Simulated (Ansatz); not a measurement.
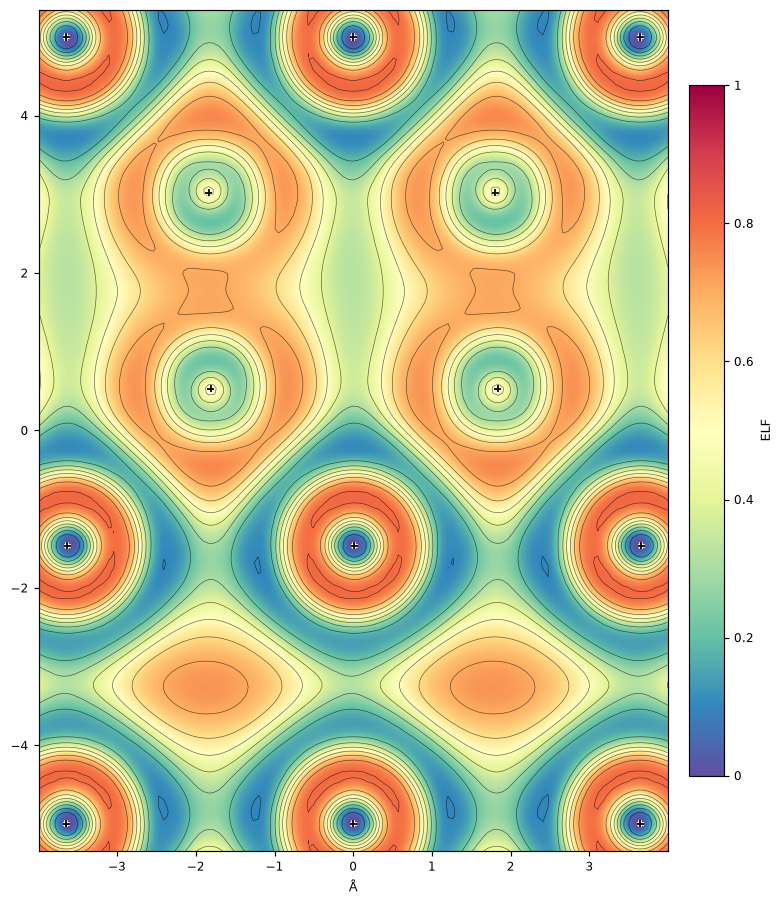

The ELF on a plane through atoms (crosses mark nuclei in the plane).

Theory: Ansatz 0.2.0, DFT PBEsol, scalar-relativistic, plane waves, PAW.

Candidates:
A. Mo, a = 2.74 Å, b = 2.74 Å, c = 10.72 Å, α = 90.00°, β = 90.00°, γ = 120.00°. Space group P6/mmm; a structure from a database of computed crystals, not necessarily the ambient phase; not relaxed (largest force 0.9 eV/Å); computed pressure about −6 GPa in this cell; computed without spin polarisation.
B. Zr$_{3}$Si$_{2}$, a = 3.64 Å, b = 7.07 Å, c = 7.07 Å, α = 90.00°, β = 90.00°, γ = 90.00°. Space group P1; a structure from a database of computed crystals, not necessarily the ambient phase; changed on purpose from its base cell (all atoms moved at random (sigma 0.03 A a component)); not relaxed (largest force 0.8 eV/Å).

Which system is this?

Answer. Candidate B: Zr$_{3}$Si$_{2}$ on the (011) plane of the conventional cell, which holds Zr and Si. Zr–Si (2.70 Å): the ELF peaks at about 0.70 in the valence shell of Si, 0.9 Å from its nucleus, and is about 0.30 at the midpoint. Si–Si (2.49 Å): the ELF peaks at about 0.70 between the atoms.
